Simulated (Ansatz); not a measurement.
# CoSi$_{2}$: what the fields show

```
CELL_PARAMETERS angstrom
4.17852 0.00000 0.00000
-2.08926 3.61871 0.00000
0.00000 0.00000 2.50092
ATOMIC_POSITIONS crystal
Co 0.00000 0.00000 0.00000
Si 0.33333 0.66667 0.50000
Si 0.66667 0.33333 0.50000
```

Space group P6/mmm; started from the AlB2 prototype, which need not be the ambient phase; changed on purpose from its base cell (volume × 1.040); computed pressure about −6 GPa in this cell; spin-polarised.

Level of theory: DFT PBEsol, scalar-relativistic, plane waves, PAW in Ansatz.

In a PAW calculation such maps are meaningful between the atoms, not at the nuclei.

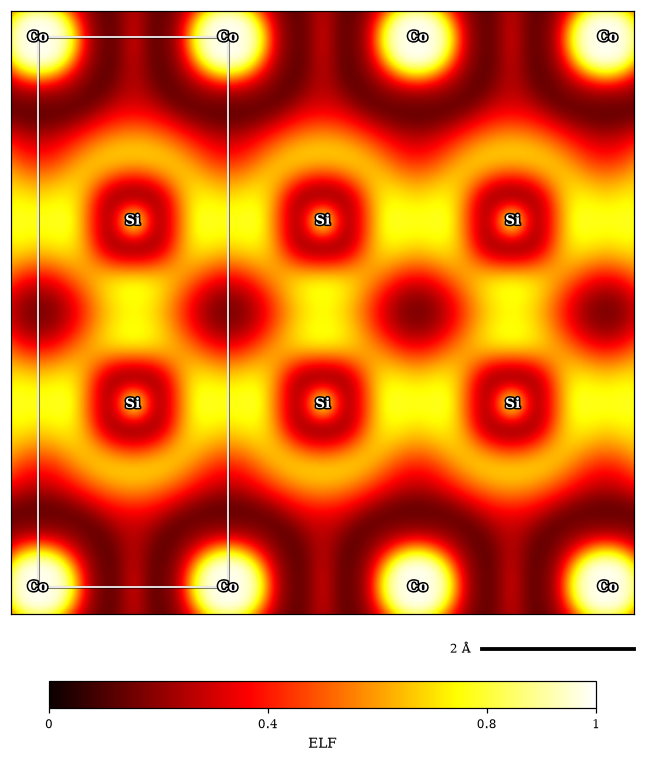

Figure 1. ELF on the (110) plane of the conventional cell.

Interpret the plot.

- Atoms in the plane: Co and Si.
- Si–Si (2.41 Å): the ELF peaks at about 0.75 between the atoms.
- Co–Co (2.50 Å): the ELF is about 0.25 at the midpoint; no localised pair shows between them.
- Co–Si (2.72 Å): the ELF peaks at about 0.65 in the valence shell of Si, 0.9 Å from its nucleus, and is about 0.35 at the midpoint.
- Si–Si (2.50 Å): the ELF peaks at about 0.75 between the atoms.
- The features right at Co lie inside the PAW spheres, where the map follows smoothed inner orbitals and isn't to be read closely.

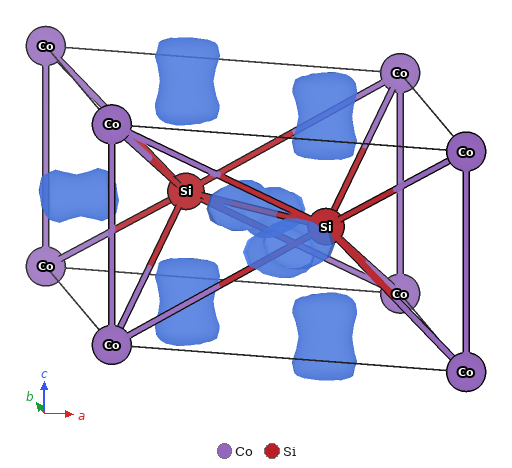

Figure 2. Isosurface of the electron localisation function at 0.7 (blue), seen at an oblique angle. Only the valence region is drawn (cores and ρ < 0.01 e/Å³ removed). Sticks mark near contacts.

Describe the localisation domains.

The surface consists of five regions between bonded Si–Si atoms, counted in one cell of 3 atoms. Any copies at cell faces, edges or corners count once.

Does the calculation make it a metal, or give it a gap?

It is gapless in this calculation (a metal or semimetal).
